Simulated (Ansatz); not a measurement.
System: NaF.

Input file:

```
crystal:
  lattice:
    - [3.2548848956, 0.0, 0.0]
    - [-1.6274424478, 2.818813006, 0.0]
    - [0.0, 0.0, 5.6957475434]
  atoms:
    - { symbol: Na, position: [0.0, 0.0, 0.0] }
    - { symbol: Na, position: [0.0, 0.0, 0.5] }
    - { symbol: F, position: [0.3333333333, 0.6666666667, 0.25] }
    - { symbol: F, position: [0.6666666667, 0.3333333333, 0.75] }
basis:
  ecutwfc: 500
kpoints:
  mp_grid: { grid: [12, 12, 4] }
  band_path:
    path:
      - [[0.0, 0.0, 0.0], [0.5, 0.0, 0.0], [0.33333333, 0.33333333, 0.0], [0.0, 0.0, 0.0], [0.0, 0.0, 0.5], [0.5, 0.0, 0.5], [0.33333333, 0.33333333, 0.5], [0.0, 0.0, 0.5]]
      - [[0.5, 0.0, 0.5], [0.5, 0.0, 0.0]]
      - [[0.33333333, 0.33333333, 0.5], [0.33333333, 0.33333333, 0.0]]
    npoints: 14
hamiltonian:
  xc: r2scan
scf:
  occupations: { method: gaussian, width: 0.02 }
  n_extra_bands: 10
output:
  forces: true
  stress: true
  eigenvalues: true
  populations: true
  dos: { projected: true, de: 0.02, nscf_kmesh: { grid: [18, 18, 6] } }
  bader: true
  write_density: true
  write_potential: true
  elf: true
  volumetric_format: npy
```

Command:

```sh
ansatz run input.yaml --threads 1 --pin off --max-ram 2048MiB --backend cpu --events-out ev --progress --plain --runs-dir out
```

Below, planes, directions and counts refer to the conventional cell (a = 3.25 Å, b = 3.25 Å, c = 5.70 Å, α = 90.00°, β = 90.00°, γ = 120.00°).

Space group P6₃/mmc; a structure generated by program, which may or may not match a known phase; computed pressure about −3 GPa in this cell.

Method: DFT r2SCAN, scalar-relativistic, plane waves, PAW in Ansatz.

Q: What can the converged valence pseudo-density and electron localisation function tell about the bonding?

A: Na–F (2.36 Å): the density is about 0.13 e/Å³ at the midpoint; the ELF is about 0.05 at the midpoint (a closed-shell, largely ionic contact).
Bader's partition of the density gives Na +0.89 and F −0.89 e.

Q: Does the calculation make it a metal, or give it a gap?

A: It is gapped, with a Kohn–Sham gap of 6.8 eV on the k-point mesh (the band edges may lie off the mesh, which would make the gap smaller).

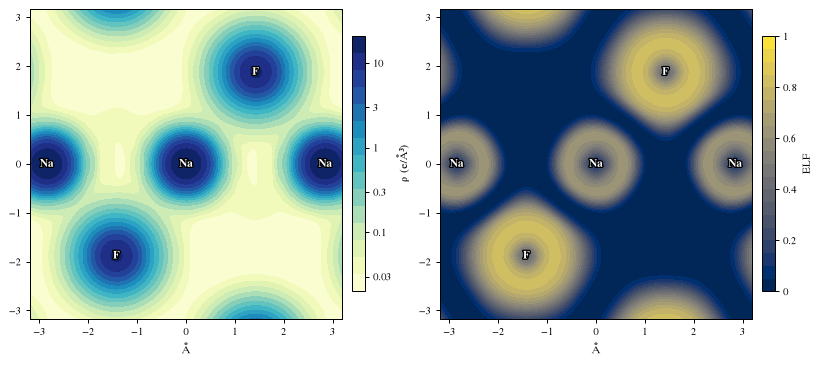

Computed valence pseudo-density and electron localisation function on the (110) plane of the conventional cell, in this order. 

In a PAW calculation such maps are meaningful between the atoms, not at the nuclei.
